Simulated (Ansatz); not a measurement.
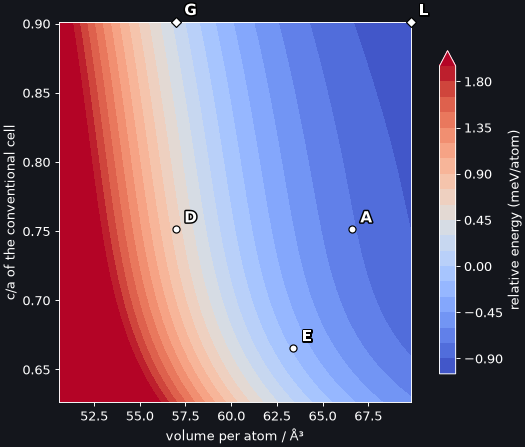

H (P6_3/mmc, No. 194; 2 atoms in the cell). 
- The energy is mapped over volume and the cell's shape.
- Coordinates scanned: (1) volume per atom; (2) c/a of the conventional cell.
- Nothing is relaxed (symmetry fixes all fractional coordinates).
- The grid has 7 × 7 points.
- Points are written as (first, second).
- Energies are in meV/atom, from the relaxed crystal.
- All numbers below come from Ansatz, DFT PBE, scalar-relativistic, plane waves, PAW. Settings: cutoff 520 eV, k-mesh 6×6×6, gaussian smearing 0.05 eV, spin-polarised.

Drawn: filled contours, one colour for all values above the top of the scale, lettered points. Between grid points the surface is interpolated.

> What kind of point is each of A, D, E: minimum, saddle, maximum or slope?

A: on a slope; D: on a slope; E: on a slope. (In these two coordinates alone; a stationary point may lie a little off the grid point.)

> Rank the lettered points by energy, lowest first.

L (−1.01 meV/atom), A (−0.74 meV/atom), E (−0.18 meV/atom), G (0.25 meV/atom), D (0.67 meV/atom).
